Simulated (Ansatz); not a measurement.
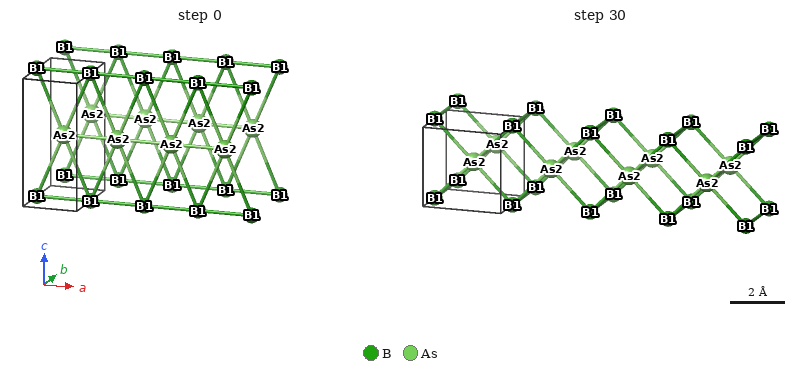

The structure of a crystal of BAs (a generated structure, set up in Pmmm) before (left) and after (right) a relaxation, at one scale.

A ball-and-stick model of the cell of the calculation, repeated 4 × 2 × 1 with one cell outlined, seen slightly off an axis.

The run lets cell and atoms move.

The calculation used Kohn-Sham DFT of a periodic cell, HSE06, Ansatz PAW in Ansatz.

Input file:
```yaml
crystal:
  lattice:
    - [2.12754933, 0.0, 0.0]
    - [0.0, 3.17406294, 0.0]
    - [0.0, 0.0, 4.95098018]
  atoms:
    - { symbol: B, position: [0.0, 0.5, 0.0] }
    - { symbol: As, position: [0.5, 0.5, 0.5] }
hamiltonian:
  xc: hse06
  pseudopotentials: { kind: paw }
kpoints:
  mp_grid: { grid: [6, 4, 3] }
scf:
  occupations: { method: fermi_dirac, width: 0.05 }
output:
  forces: true
  stress: true
  eigenvalues: true
relax:
  f_tol: 0.01
  max_steps: 40
  cell: { stress_tol: 0.05 }
```

Question: Describe what moved and what it gained.

Answer: After 25 accepted moves (30 points after the start) the energy has fallen by 1222 meV per atom. All forces vanish by symmetry, so only the cell relaxes. Pressure: 6.26 GPa at the start and 0.01 GPa at the end. The line search rejected the trial steps at points 22, 23 of the run. The SCF was repeated 3 times at an unchanged geometry on a basis and grid sized afresh for the cell, which shifted the energy by 35.9 meV per atom at most. No atom moves by more than 0.005 Å relative to the cell. The volume changes by −25.1 %, with a 2.128 → 3.083 Å (+44.9 %), b 3.174 → 2.647 Å (−16.6 %), c 4.951 → 3.069 Å (−38.0 %). Near-neighbour distances that change, for instance: As2–As2 4.951 → 3.069 Å, B1–B1 2.128 → 3.083 Å, As2–As2 (another image) 2.128 → 3.083 Å, As2–As2 (another image) 3.174 → 2.647 Å. The space group stays Pmmm (No. 47).

Limits of the set-up: the k-point mesh is coarse for a cell with partly filled bands.
